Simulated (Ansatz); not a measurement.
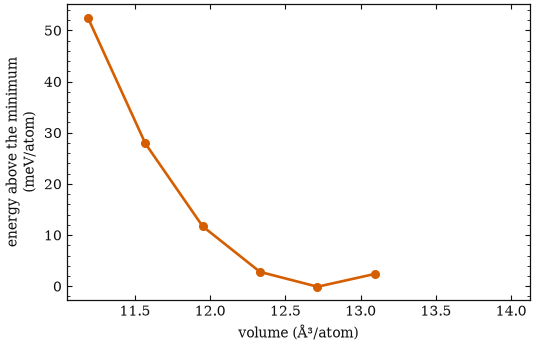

The picture above shows the energy above the minimum against volume for KMgF₃, space group Pm-3m (No. 221).

Cell as given: a = 3.991 Å, b = 3.991 Å, c = 3.991 Å, α = 90.00°, β = 90.00°, γ = 90.00°; 5 atoms.

Calculation (Ansatz 0.2.0): third-order Birch-Murnaghan fit to density functional energies at scaled volumes of the given relaxed cell, shape and atoms relaxed at each volume; energies count from the fitted minimum; plane waves with PAW datasets, Γ-centred k mesh. Level: PBEsol, no spin polarisation.

wave cutoff 420 eV; k mesh 6×6×6; occupations Gaussian; smearing width 0.02 eV.

The points at volume 13.475 Å³/atom and 13.984 Å³/atom are left out of the plot. What values does the calculation give there?

| volume (Å³/atom) | energy above the minimum (meV/atom) |
| --- | --- |
| 13.475 | 9.1 |
| 13.984 | 23.8 |
